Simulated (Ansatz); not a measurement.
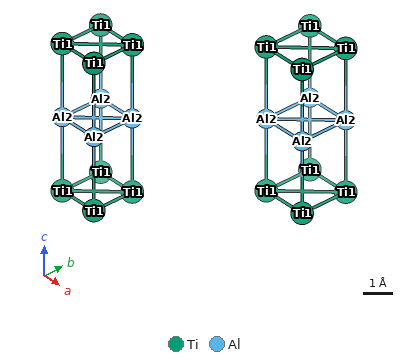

Two geometries of crystalline TiAl (a generated structure, set up in P6/mmm) (coarse preliminary run), drawn at one scale. One is the start of a relaxation, the other its converged end. Style: ball-and-stick. Shown: the cell of the calculation, slightly off an axis.

Method: Ansatz, DFT PBE, scalar-relativistic, plane waves, PAW. Settings: plane-wave cutoff 420 eV; k-point mesh 6 × 6 × 4; occupations gaussian; smearing width 0.1 eV; no spin polarisation; cell and atoms relaxed; force threshold 0.04 eV/Å; at most 70 steps.

**Which geometry has the lower energy?**

The right one is the relaxed one. The energy falls by 503 meV per atom in 5 accepted moves (7 points after the start). All forces vanish by symmetry, so only the cell relaxes. The pressure goes from 31.37 to 0.11 GPa. The SCF was repeated twice at an unchanged geometry on a basis and grid sized afresh for the cell, which shifted the energy by 8.5 meV per atom at most. No atom moves by more than 0.005 Å relative to the cell. The volume changes by +26.0 %, with a = b 2.473 → 2.808 Å (+13.6 %), c 5.472 → 5.347 Å (−2.3 %). Some distances before and after: Al2–Al2 2.473 → 2.808 Å, Ti1–Ti1 2.473 → 2.808 Å, Ti1–Al2 2.736 → 2.673 Å. The space group stays P6/mmm (No. 191). The run took 9.8 s on 1 thread of Intel(R) Xeon(R) Processor @ 2.70GHz (shared host), peak memory 0.32 GiB.

Limits of the set-up: the k-point mesh is coarse for a cell with partly filled bands.
